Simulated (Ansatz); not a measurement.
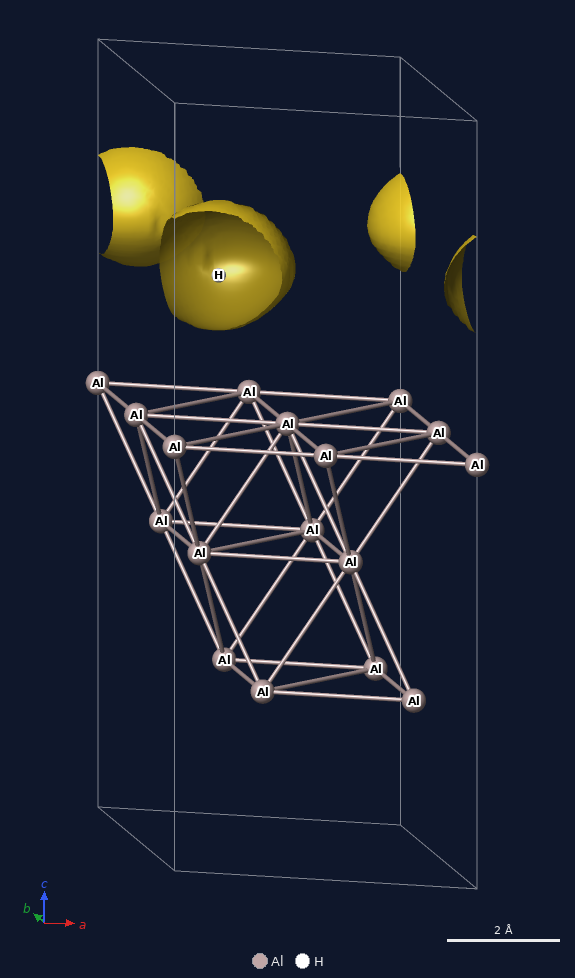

Figure. Al12H (slab). Isosurface of the ELF at 0.9 (yellow), seen slightly off an axis. Core shells and regions of very low density are left out. Sticks mark near contacts.

Not relaxed (largest force 0.9 eV/Å); computed without spin polarisation; PAW files of the earlier set (soft_1).

These are results of Ansatz 0.2.0, DFT PBE+D3(BJ), scalar-relativistic, plane waves, PAW, not measurements.

In a PAW calculation such maps are meaningful between the atoms, not at the nuclei.

Question: Where are the electrons localised?

Answer: The surface consists of one region around a hydrogen nucleus, counted in one cell of 13 atoms. Counts are for one cell; the picture repeats the cell along the surface.

Values along the shortest contacts:
Al–Al (2.80 Å): the ELF peaks at about 0.65 between the atoms. Al–H (3.20 Å): the ELF climbs to about 1 towards the hydrogen.

Question: Does the calculation make it a metal, or give it a gap?

Answer: It is gapless in this calculation (a metal or semimetal).
